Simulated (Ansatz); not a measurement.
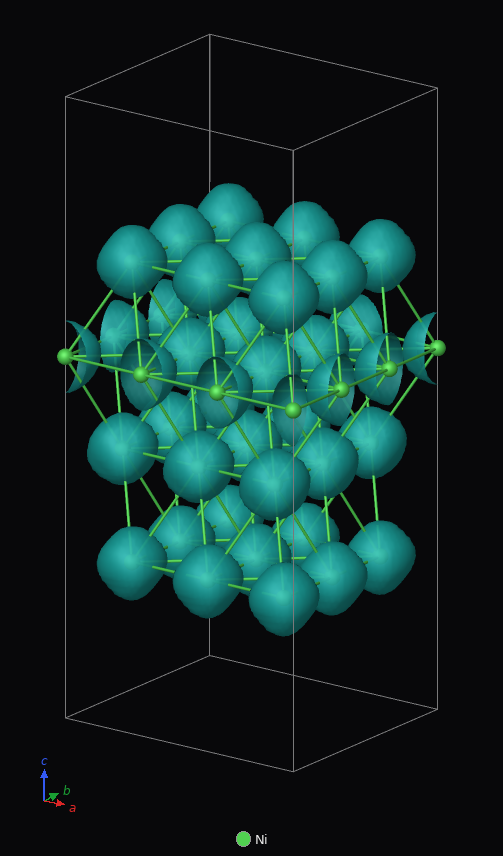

*Ni (slab). Isosurface of the spin density (up minus down) at +0.1 e/Å³ (teal), seen slightly off an axis. Sticks mark near contacts.*

Spin-polarised.

The calculation used DFT PBEsol, scalar-relativistic, plane waves, PAW (Ansatz 0.2.0).

```cif
data_structure
_symmetry_space_group_name_H-M 'P 1'
_symmetry_Int_Tables_number 1
_cell_length_a 2.4488
_cell_length_b 2.4488
_cell_length_c 22.9984
_cell_angle_alpha 90.000
_cell_angle_beta 90.000
_cell_angle_gamma 120.000
_cell_volume 119.44
loop_
_atom_site_label
_atom_site_type_symbol
_atom_site_fract_x
_atom_site_fract_y
_atom_site_fract_z
_atom_site_occupancy
Ni1 Ni 0.66667 0.33333 0.36959 1
Ni2 Ni 0.33333 0.66667 0.45653 1
Ni3 Ni 0.00000 0.00000 0.54298 1
Ni4 Ni 0.66667 0.33333 0.62877 1
```

Where is the spin, and how is it ordered?

Answer. The spin density sits on Ni: +0.7 μB (×4) in one cell of 4 atoms: parallel main moments (a ferromagnetic arrangement) in this solution. The cell of the calculation (4 atoms) carries 2.6 μB of net spin moment.
